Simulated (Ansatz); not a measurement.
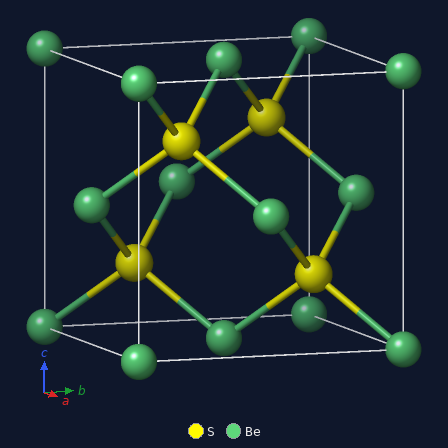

System: BeS, space group F-43m (No. 216). The picture shows the conventional cell.

The given structure:
```
CELL_PARAMETERS angstrom
0.00000 2.42500 2.42500
2.42500 0.00000 2.42500
2.42500 2.42500 0.00000
ATOMIC_POSITIONS crystal
S 0.75000 0.75000 0.75000
Be 0.00000 0.00000 0.00000
```

Method: all-electron LAPW DFT, no spin polarisation; energies at scaled volumes of the given cell, shape and fractions fixed, counted from the fit's minimum, third-order Birch-Murnaghan fit (Ansatz 0.2.0). Level: LDA.

k mesh 9×9×9; occupations Fermi–Dirac; smearing width 0.05 eV; potentials all electron LAPW, scalar relativistic; program settings basis error eV/atom 0.001.

What does the calculation give for the energy and pressure against volume? The volume takes the values 13.40, 13.69, 13.98, 14.26, 14.55, 14.83, 15.12 Å³/atom.

A third-order Birch–Murnaghan fit gives V0 = 13.79 Å³/atom, B0 = 102 GPa and B′ = 3.8. The energy is 3.54 meV/atom at volume 13.40 Å³/atom and 35.23 meV/atom at 15.12 Å³/atom; the lowest computed point is at volume 13.69 Å³/atom (0.22 meV/atom). The pressure falls from 3.03 GPa at volume 13.40 Å³/atom to −7.89 GPa at 15.12 Å³/atom, and changes sign near 13.79 Å³/atom.

| volume (Å³/atom) | energy (meV/atom) | pressure (GPa) |
| --- | --- | --- |
| 13.40 | 3.54 | 3.03 |
| 13.69 | 0.22 | 0.74 |
| 13.98 | 0.80 | −1.34 |
| 14.26 | 4.90 | −3.23 |
| 14.55 | 12.21 | −4.94 |
| 14.83 | 22.41 | −6.49 |
| 15.12 | 35.23 | −7.89 |

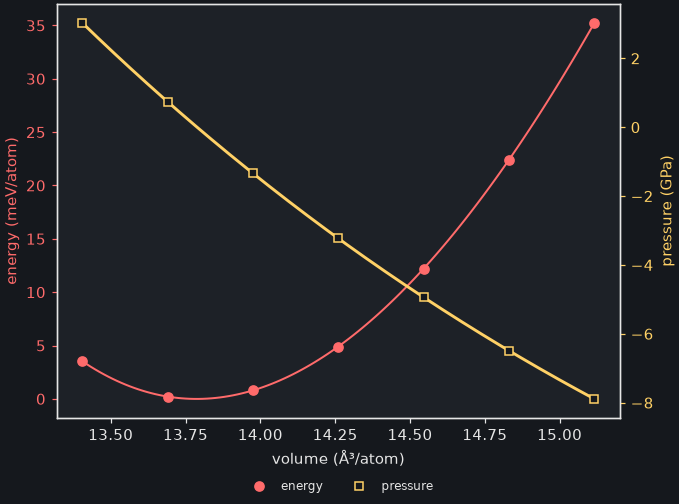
